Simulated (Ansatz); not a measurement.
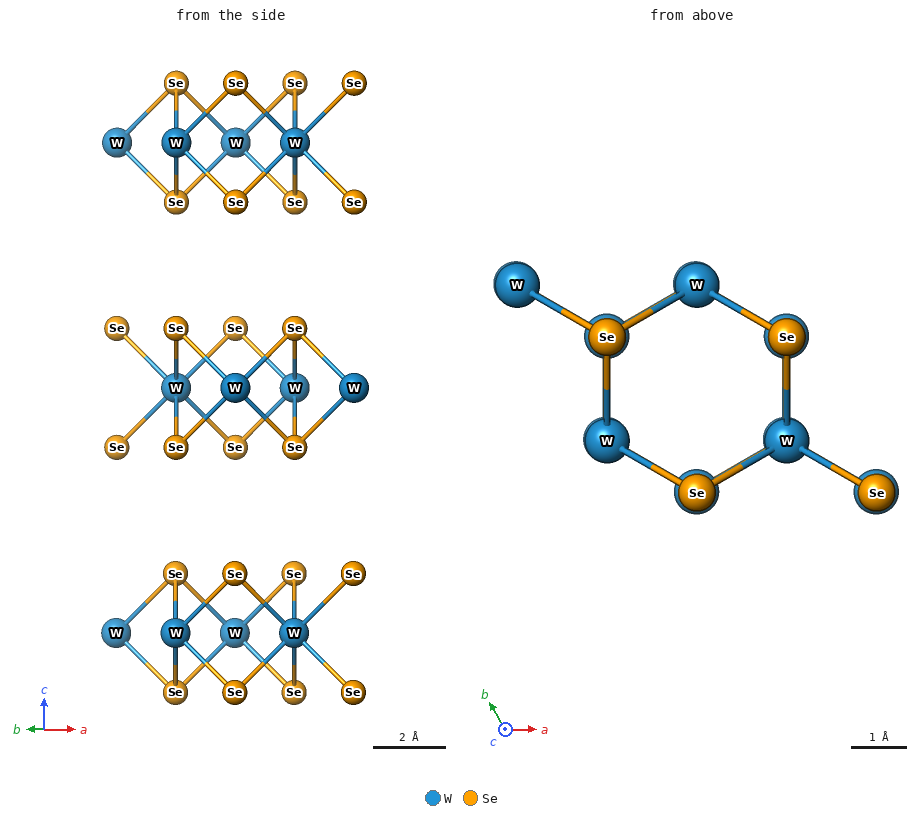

A ball-and-stick picture of a periodic slab, seen from the side and from above. The surface normal points up in side views; the vacuum is left out. 2×2 cells are drawn in the plane, with atoms at the edges repeated.

The cell holds 3 W, 6 Se.

### Are the two faces alike, and what ends them?

The top face ends in Se, the bottom face in Se. The two faces are alike.

### Read the thickness off the scale bar.

About 17 Å from the lowest to the highest atom.

### Write the layer sequence, upper face first.

Nine planes: Se / W / Se / Se / W / Se / Se / W / Se.

The structure comes from a structure listed in the Materials Project. This is the structure after a relaxation with DFT r2SCAN, scalar-relativistic, plane waves, PAW (Ansatz).
